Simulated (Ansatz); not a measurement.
TaN: geometry relaxation (part 1 of 2)

- system: TaN (Fm-3m, 12 atoms in the cell)
- method: DFT r2SCAN, scalar-relativistic, plane waves, PAW, no spin polarisation (Ansatz 0.2.0)

The structure derives from an entry of the Crystallography Open Database. It belongs to a series of runs on one base structure; here: 0 of 6 N sites taken by As, cell and atoms relaxed. Figures and captions count atoms from 1; the log counts them from 0 in places.

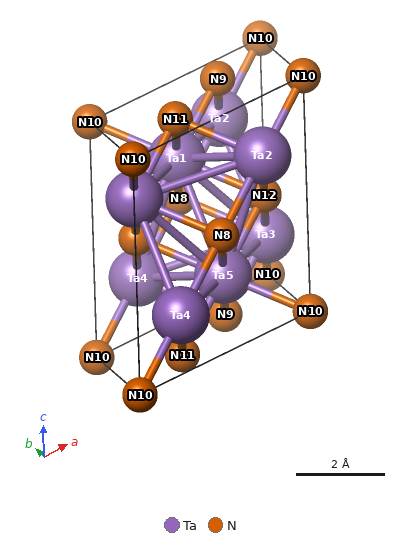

The structure as given in the input (ball-and-stick view of the cell of the calculation, seen slightly off an axis; atoms are numbered from 1 in the order of the input). An atom can appear more than once, as a periodic image.

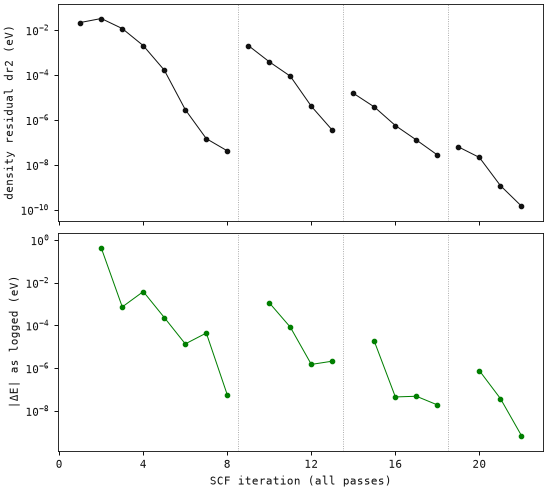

Convergence of the self-consistent field: density residual dr2 and size of the energy change against the SCF iteration. The dotted lines part the SCF passes of the relaxation: geometry steps, rejected trials and re-solves on a re-selected basis. The passes take 8, 5, 5 and 4 iterations.

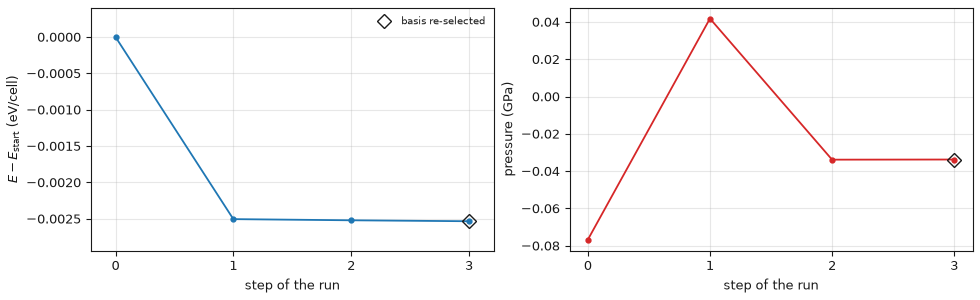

Progress of the relaxation, step by step (the first geometry is step 0 here and step 1 in the log).

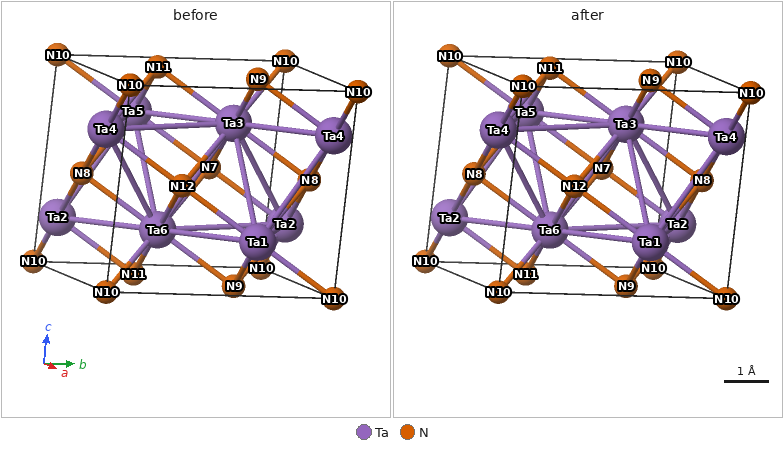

Before (left) and after (right) the relaxation, at one scale (ball-and-stick view of the reduced cell, seen slightly off an axis). No atom moves by more than 0.005 Å relative to the cell. The drawn cell changes at constant volume: a 5.385 → 5.405 Å (+0.4 %), b 5.385 → 5.395 Å (+0.2 %), c 5.385 → 5.363 Å (−0.4 %), α 80.4° → 80.3°, β 70.5° → 70.3°. Among the contacts that change: Ta1–Ta2 3.109 → 3.119 Å, Ta1–Ta3 3.109 → 3.101 Å. The space group (tolerance 0.01 Å) goes from Fm-3m (No. 225) to R-3m (No. 166). The energy falls by 2.5 meV per cell of the calculation in 2 geometry steps. All forces vanish by symmetry, so only the cell relaxes. Pressure: −0.08 GPa at the start and −0.03 GPa at the end. A last SCF at the same geometry on a re-selected plane-wave basis shifts the energy by next to nothing (0.0 meV per cell of the calculation). (Atoms are counted from 1 in the order of the input.)

The input that produced these results follows, with the program's output.

## Input
```yaml
crystal:
  lattice:
    - [4.3965326303, 2.1982663151, -2.1982663151]
    - [2.1982663151, 4.3965326303, 2.1982663151]
    - [4.3965326303, -2.1982663151, 2.1982663151]
  atoms:
    - { symbol: Ta, position: [0.4166666667, 0.6666666667, 0.75] }
    - { symbol: Ta, position: [0.75, 0.0, 0.75] }
    - { symbol: Ta, position: [0.9166666667, 0.6666666667, 0.25] }
    - { symbol: Ta, position: [0.25, 0.0, 0.25] }
    - { symbol: Ta, position: [0.5833333333, 0.3333333333, 0.25] }
    - { symbol: Ta, position: [0.0833333333, 0.3333333333, 0.75] }
    - { symbol: "N", position: [0.1666666667, 0.6666666667, 0.5] }
    - { symbol: "N", position: [0.5, 0.0, 0.5] }
    - { symbol: "N", position: [0.6666666667, 0.6666666667, 0.0] }
    - { symbol: "N", position: [1.0, 0.0, 0.0] }
    - { symbol: "N", position: [0.3333333333, 0.3333333333, 0.0] }
    - { symbol: "N", position: [0.8333333333, 0.3333333333, 0.5] }
basis:
  ecutwfc: 500
kpoints:
  mp_grid: { grid: [8, 8, 6] }
hamiltonian:
  xc: r2scan
scf:
  occupations: { method: gaussian, width: 0.1 }
output:
  forces: true
  stress: true
  eigenvalues: true
relax:
  adjacent_minimum: "off"
  f_tol: 0.015
  max_steps: 60
  cell: { stress_tol: 0.15 }
```

Command:
```bash
ansatz run input.yaml --threads 2 --pin off --max-ram 5120MiB --backend cpu --events-out ev --progress --plain --runs-dir out
```

## What the program printed
```
Engine: ansatz 0.2.0, x86_64-unknown-linux-gnu
Pseudopotentials: kind: paw
Pseudopotential: Ta, paw, valence charge 13, recommended cutoff 500 eV (meta_gga), Ta.paw.azcp
Pseudopotential: N, paw, valence charge 5, recommended cutoff 500 eV (meta_gga), N.paw.azcp
Functional definition: r2SCAN
  parameter k0 = 0.174
  parameter k1 = 0.065
  parameter a1 = 4.9479
  exchange = r2scan_x(k0 = k0, k1 = k1, a1 = a1)
  correlation = r2scan_c
Crystal: 12 atoms, lattice volume = 127.474 Å³
Basis set: ecut = 500 eV, 3205 PW (Γ), exchange–correlation on 160×160×160 points (64 copies of the dense FFT grid, shifted against one another)
Bands: 66, of which v1, the nominal top of the filled ones, is band 54 counted from 1 (53 counted from 0)
Symmetry: 24 space group operations
Space group: Fm-3m (ITA 225), of the structure as read, at distance tolerance 5.0e-5 Å
k-points: 114 of 384
Non-local potential: Ta, projectors of the file, l = 0: 3, l = 1: 2, l = 2: 2, l = 3: 1
Non-local potential: N, projectors of the file, l = 0: 2, l = 1: 2, l = 2: 1
PAW form: soft (Blöchl's): semilocal exchange-correlation on the pseudo side does not see the compensation charge
PAW frozen core: Ta, regenerated for the run's functional (the file was generated under x = pbe(κ = 0.804, μ = 0.2195149727645171), c = pbe(β = 0.06672455060314922))
PAW frozen core: N, regenerated for the run's functional (the file was generated under x = pbe(κ = 0.804, μ = 0.2195149727645171), c = pbe(β = 0.06672455060314922))
PAW one-centre angular grid: Ta, 590 points (default); XC on 160 Gauss nodes
PAW one-centre angular grid: N, 302 points (default); XC on 160 Gauss nodes
Initial density: superposition of atomic densities (neutral atoms: chi_scale 0, normalization atom), corrected by the library's trained network
Initial wavefunctions: pseudopotential atomic-orbital guess
Functional: x = r2scan, c = r2scan; τ floored in thin density (d = 2e-4 eV/Å³)
SCF iter   1: F=—  HF=-61985.915191 eV  |F-HF|=—  |Δ(HF+E_count)|=         —  Δρ=7.37e-3  dr2=2.19e-2  dr2_τ=7.94e-1  ethr=1.77e-3  ⟨swp⟩=5.8  Hψ=29137  notcnv=0
preconditioner: auto → Kerker (q_TF=auto, 2.654 Å⁻¹)  [metal: Δε(μ)=0.013 eV  Ē_g=10.193 eV  σ=0.100 eV  W_gap=0.08  n_scr=38 (ndim 8)  ℏωp=25.5 eV  f_vac=0.000  D(μ)=4.59/eV (n_scr^D=38)]
SCF iter   2: F=—  HF=-61986.343143 eV  |F-HF|=—  |Δ(HF+E_count)|=   4.28e-1  Δρ=6.27e-3  dr2=3.31e-2  dr2_τ=1.96e-3  ethr=2.02e-5  ⟨swp⟩=2.0  Hψ=15687  notcnv=0  defer=485
SCF iter   3: F=—  HF=-61986.343884 eV  |F-HF|=—  |Δ(HF+E_count)|=   7.40e-4  Δρ=4.14e-3  dr2=1.18e-2  dr2_τ=9.37e-4  ethr=2.02e-5  ⟨swp⟩=2.4  Hψ=9515  notcnv=0  defer=485
SCF iter   4: F=—  HF=-61986.347761 eV  |F-HF|=—  |Δ(HF+E_count)|=   3.88e-3  Δρ=1.36e-3  dr2=2.05e-3  dr2_τ=1.80e-4  ethr=1.09e-5  ⟨swp⟩=2.0  Hψ=10462  notcnv=0  defer=485
SCF iter   5: F=—  HF=-61986.347525 eV  |F-HF|=—  |Δ(HF+E_count)|=   2.36e-4  Δρ=3.68e-4  dr2=1.66e-4  dr2_τ=4.58e-6  ethr=1.90e-6  ⟨swp⟩=2.0  Hψ=10250  notcnv=0  defer=485
SCF iter   6: F=—  HF=-61986.347511 eV  |F-HF|=—  |Δ(HF+E_count)|=   1.37e-5  Δρ=4.98e-5  dr2=2.89e-6  dr2_τ=6.78e-8  ethr=1.53e-7  ⟨swp⟩=2.0  Hψ=10458  notcnv=0  defer=485
SCF iter   7: F=—  HF=-61986.347467 eV  |F-HF|=—  |Δ(HF+E_count)|=   4.43e-5  Δρ=1.08e-5  dr2=1.48e-7  dr2_τ=9.81e-9  ethr=2.68e-9  ⟨swp⟩=3.0  Hψ=15480  notcnv=0  defer=486
SCF iter   8: F=-61986.347467 eV  HF=-61986.347467 eV  |F-HF|=2.03e-8  |Δ(HF+E_count)|=   5.57e-8  Δρ=5.63e-6  dr2=4.23e-8  dr2_τ=1.90e-9  ethr=9.26e-11  ⟨swp⟩=10.3  Hψ=29101  notcnv=0
SCF 1 converged in 8 iterations: F = -61986.347467 eV  dr2 = 4.23e-8
  greatest PAW one-centre occupation: 0.998 electrons in one spin orbital (limit 2), on the Ta atom at site 5 (counted from 0), in its partial waves of l = 0
relax step   1: F+E_penalty+E_count = -61986.34746663 eV  Δ(F+E_penalty+E_count) = +0.000e0 eV  max|allowed force component| = 1.501e-23 eV/Å  Δτ_max = 0.0000 Å  P = -0.077 GPa  Ω = 127.474 Å³  (8 SCF iters, dr2 threshold 1.00e-7 eV, accepted)
Crystal: 12 atoms, lattice volume = 127.430 Å³
Basis set: ecut = 500 eV, 3213 PW (Γ), exchange–correlation on 160×160×160 points (64 copies of the dense FFT grid, shifted against one another)
Initial density: handed on by an earlier stage of this run
Initial wavefunctions: those handed on with the density
iter 1 solved again at ethr=1.90e-6 eV; its pass at ethr=3.10e-3 eV (dr2=2.05e-3 eV) is discarded
SCF iter   1: F=—  HF=-61986.348735 eV  |F-HF|=—  |Δ(HF+E_count)|=         —  Δρ=1.31e-3  dr2=2.07e-3  dr2_τ=3.80e-3  ethr=1.90e-6  ⟨swp⟩=2.2  Hψ=40385  notcnv=0
preconditioner: auto → Kerker (q_TF=auto, 2.654 Å⁻¹)  [metal: Δε(μ)=0.014 eV  Ē_g=10.146 eV  σ=0.100 eV  W_gap=0.08  n_scr=38 (ndim 8)  ℏωp=25.5 eV  f_vac=0.000  D(μ)=4.48/eV (n_scr^D=38)]
SCF iter   2: F=—  HF=-61986.349886 eV  |F-HF|=—  |Δ(HF+E_count)|=   1.15e-3  Δρ=5.65e-4  dr2=3.90e-4  dr2_τ=3.33e-5  ethr=1.90e-6  ⟨swp⟩=2.0  Hψ=12853  notcnv=0
SCF iter   3: F=—  HF=-61986.349969 eV  |F-HF|=—  |Δ(HF+E_count)|=   8.32e-5  Δρ=2.42e-4  dr2=8.92e-5  dr2_τ=2.64e-6  ethr=3.61e-7  ⟨swp⟩=2.3  Hψ=10997  notcnv=0
SCF iter   4: F=—  HF=-61986.349970 eV  |F-HF|=—  |Δ(HF+E_count)|=   1.50e-6  Δρ=6.52e-5  dr2=4.08e-6  dr2_τ=2.26e-7  ethr=8.26e-8  ⟨swp⟩=2.0  Hψ=10843  notcnv=0
SCF iter   5: F=-61986.349972 eV  HF=-61986.349973 eV  |F-HF|=6.82e-8  |Δ(HF+E_count)|=   2.13e-6  Δρ=1.75e-5  dr2=3.51e-7  dr2_τ=6.39e-8  ethr=1.11e-9  ⟨swp⟩=7.8  Hψ=29901  notcnv=0
the search or the solves at the SCF's close seem to have found levels that the self-consistency loop had missed (the run counts 1). By its estimate they hold under 1e-12 electrons; where the run keeps them, the occupations were computed again with them
SCF 2 converged in 5 iterations: F = -61986.349972 eV  dr2 = 3.51e-7
relax step   2: F+E_penalty+E_count = -61986.34997250 eV  Δ(F+E_penalty+E_count) = -2.506e-3 eV  max|allowed force component| = 1.380e-23 eV/Å  Δτ_max = 0.0000 Å  P = +0.042 GPa  Ω = 127.430 Å³  energy of the carried Pulay correction = +2.611e-5 eV  (5 SCF iters, dr2 threshold 1.20e-6 eV, accepted)
Crystal: 12 atoms, lattice volume = 127.457 Å³
iter 1 solved again at ethr=1.21e-8 eV; its pass at ethr=3.10e-3 eV (dr2=1.30e-5 eV) is discarded
SCF iter   1: F=—  HF=-61986.349970 eV  |F-HF|=—  |Δ(HF+E_count)|=         —  Δρ=1.22e-4  dr2=1.55e-5  dr2_τ=3.09e-5  ethr=1.21e-8  ⟨swp⟩=3.3  Hψ=35656  notcnv=0
preconditioner: auto → Kerker (q_TF=auto, 2.654 Å⁻¹)  [metal: Δε(μ)=0.016 eV  Ē_g=10.144 eV  σ=0.100 eV  W_gap=0.09  n_scr=38 (ndim 8)  ℏωp=25.5 eV  f_vac=0.000  D(μ)=4.42/eV (n_scr^D=38)]
SCF iter   2: F=—  HF=-61986.349988 eV  |F-HF|=—  |Δ(HF+E_count)|=   1.79e-5  Δρ=6.52e-5  dr2=3.80e-6  dr2_τ=1.75e-7  ethr=1.21e-8  ⟨swp⟩=2.0  Hψ=12983  notcnv=0
SCF iter   3: F=—  HF=-61986.349988 eV  |F-HF|=—  |Δ(HF+E_count)|=   4.49e-8  Δρ=2.04e-5  dr2=5.67e-7  dr2_τ=4.81e-8  ethr=3.52e-9  ⟨swp⟩=2.0  Hψ=10612  notcnv=0
SCF iter   4: F=—  HF=-61986.349988 eV  |F-HF|=—  |Δ(HF+E_count)|=   4.84e-8  Δρ=9.77e-6  dr2=1.29e-7  dr2_τ=6.88e-9  ethr=5.25e-10  ⟨swp⟩=2.6  Hψ=10805  notcnv=0
SCF iter   5: F=-61986.349988 eV  HF=-61986.349988 eV  |F-HF|=1.20e-9  |Δ(HF+E_count)|=   1.90e-8  Δρ=5.04e-6  dr2=2.77e-8  dr2_τ=1.23e-9  ethr=8.56e-11  ⟨swp⟩=4.8  Hψ=23690  notcnv=0
SCF 3 converged in 5 iterations: F = -61986.349988 eV  dr2 = 2.77e-8
relax step   3: F+E_penalty+E_count = -61986.34998785 eV  Δ(F+E_penalty+E_count) = -1.535e-5 eV  max|allowed force component| = 1.312e-23 eV/Å  Δτ_max = 0.0000 Å  P = -0.034 GPa  Ω = 127.457 Å³  energy of the carried Pulay correction = +1.067e-5 eV  (5 SCF iters, dr2 threshold 9.25e-8 eV, accepted)
Initial wavefunctions: pseudopotential atomic-orbital guess (no wavefunctions were taken with the density)
iter 1 solved again at ethr=4.04e-8 eV; its pass at ethr=3.10e-3 eV (dr2=4.37e-5 eV) is discarded
SCF iter   1: F=—  HF=-61986.350002 eV  |F-HF|=—  |Δ(HF+E_count)|=         —  Δρ=1.77e-5  dr2=6.36e-8  dr2_τ=2.85e-7  ethr=4.04e-8  ⟨swp⟩=4.1  Hψ=53471  notcnv=0
preconditioner: auto → Kerker (q_TF=auto, 2.654 Å⁻¹)  [metal: Δε(μ)=0.015 eV  Ē_g=10.144 eV  σ=0.100 eV  W_gap=0.08  n_scr=38 (ndim 8)  ℏωp=25.5 eV  f_vac=0.000  D(μ)=4.42/eV (n_scr^D=38)]
SCF iter   2: F=—  HF=-61986.350001 eV  |F-HF|=—  |Δ(HF+E_count)|=   7.64e-7  Δρ=9.45e-6  dr2=2.15e-8  dr2_τ=1.32e-8  ethr=5.89e-11  ⟨swp⟩=2.3  Hψ=12210  notcnv=0
SCF iter   3: F=—  HF=-61986.350001 eV  |F-HF|=—  |Δ(HF+E_count)|=   3.77e-8  Δρ=9.41e-7  dr2=1.20e-9  dr2_τ=1.30e-10  ethr=2.00e-11  ⟨swp⟩=2.0  Hψ=10959  notcnv=0
SCF iter   4: F=-61986.350001 eV  HF=-61986.350001 eV  |F-HF|=1.02e-10  |Δ(HF+E_count)|=  6.98e-10  Δρ=4.05e-7  dr2=1.47e-10  dr2_τ=2.23e-11  ethr=1.00e-12  ⟨swp⟩=6.4  Hψ=27017  notcnv=0
SCF 4 converged in 4 iterations: F = -61986.350001 eV  dr2 = 1.47e-10
```
